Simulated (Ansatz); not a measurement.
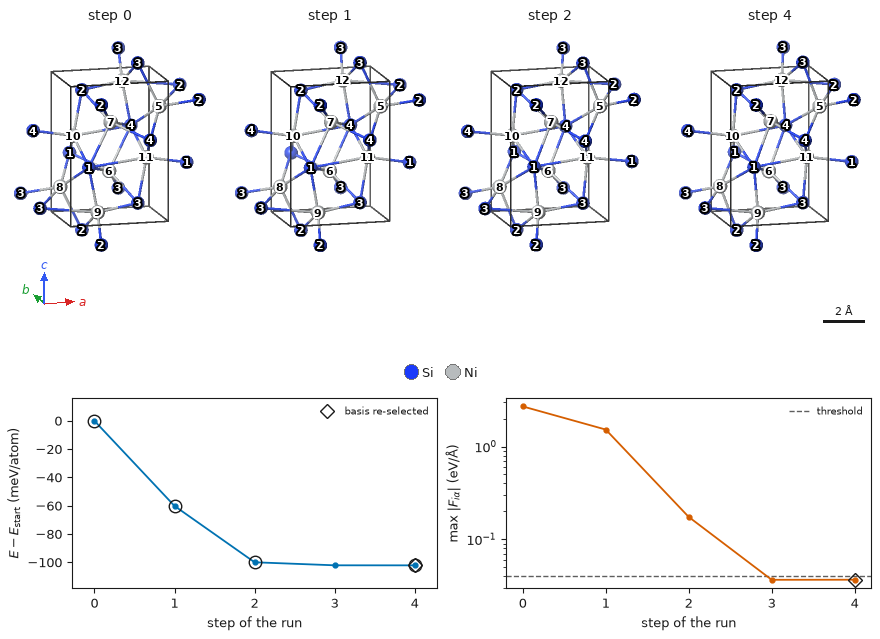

Frames of a relaxation of crystalline SiNi₂ (built on the database_62 type) (coarse preliminary run), marked on the history of the run. Style: ball-and-stick. Shown: the cell of the calculation, slightly off an axis.

Case: structure reported for this formula (Pnma, No. 62).

Method: Ansatz 0.2.0, DFT PBE, scalar-relativistic, plane waves, PAW. (plane-wave cutoff 420 eV; k-point mesh 4 × 6 × 4; occupations gaussian; smearing width 0.1 eV; no spin polarisation; cell and atoms relaxed; force threshold 0.04 eV/Å; at most 70 steps)

> Describe the path.

Over 3 accepted moves (4 points after the start) the energy falls by 102 meV per atom. Largest force component: 2.7 eV/Å at the start, 0.037 eV/Å at the end. The pressure goes from 7.89 to 0.23 GPa. At 1 point the geometry stayed and the basis and grid were re-selected for the new cell (energy shift of less than 0.05 meV per atom at most each time). The largest moves relative to the cell, 0.26 Å, are those of Si1, Si2, Si3 and Si4. Si2 goes along −a. By element the largest moves are Si 0.26 Å, Ni 0.03 Å. The volume changes by +0.8 %, with a 4.990 → 4.989 Å (0.0 %), b 3.720 → 3.744 Å (+0.7 %), c 7.060 → 7.075 Å (+0.2 %). Some distances before and after: Si1–Ni11 2.082 → 2.327 Å, Si1–Ni11 (another image) 2.961 → 2.720 Å, Si1–Ni6 2.487 → 2.347 Å, Si1–Ni8 2.463 → 2.579 Å. Bond angles that change, for instance: Si2–Ni5–Si2 96.8° → 105.8°, Si2–Ni5–Si3 92.6° → 85.9°, Si2–Ni5–Si4 159.8° → 166.5°. The space group stays Pnma (No. 62). From step 0 to 1: Si atoms move most (0.07 Å), volume +1.3 %, energy −60.1 meV per atom. From step 1 to 2: Si atoms move most (0.20 Å), volume −0.1 %, energy −39.8 meV per atom. From step 2 to 4: Ni atoms move most (0.04 Å), volume −0.4 %, energy −2.2 meV per atom.
